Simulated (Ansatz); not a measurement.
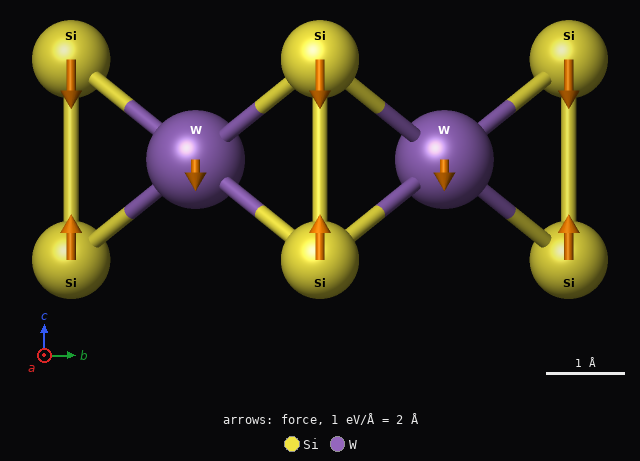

Starting geometry of a slab of composition Si2W (cut from the I4/mmm phase) with the computed forces as orange arrows. Style: ball-and-stick. Shown: the atoms within 4.2 Å of the atom that moves most (axes of the 2 × 2 repeat of the cell, outlined in the plane, without the vacuum), along the a axis.

Case: (0 0 1) slab, atoms relaxed. The slab is the (0 0 1) face of Si2W.

Theory: Ansatz 0.2.0, DFT PBE, scalar-relativistic, plane waves, PAW. Settings: plane-wave cutoff 420 eV; k-point mesh 11 × 11 × 1; occupations gaussian; smearing width 0.1 eV; no spin polarisation; dipole correction; atoms relaxed in a fixed cell; force threshold 0.02 eV/Å; at most 60 steps.

What follows when this structure is relaxed?

It isn't relaxed: the largest force vector, on Si atoms, is 0.40 eV/Å. The final displacements follow the starting forces only in part (cosine between the two patterns 0.67). The largest moves relative to the layer's centre, 0.066 Å, are those of Si atoms. Largest moves by element: Si 0.066 Å, W 0.028 Å. The cell stays as it was. Some distances before and after: Si–Si 2.603 → 2.545 Å, Si–W 2.628 → 2.610 Å. The energy falls by 32.0 meV per cell of the calculation in 3 geometry steps. Largest force component: 0.4 eV/Å at the start, 0.0096 eV/Å at the end. The run took 25 s on 4 threads of Arm Neoverse V2, on a shared host, peak memory 0.7 GiB.
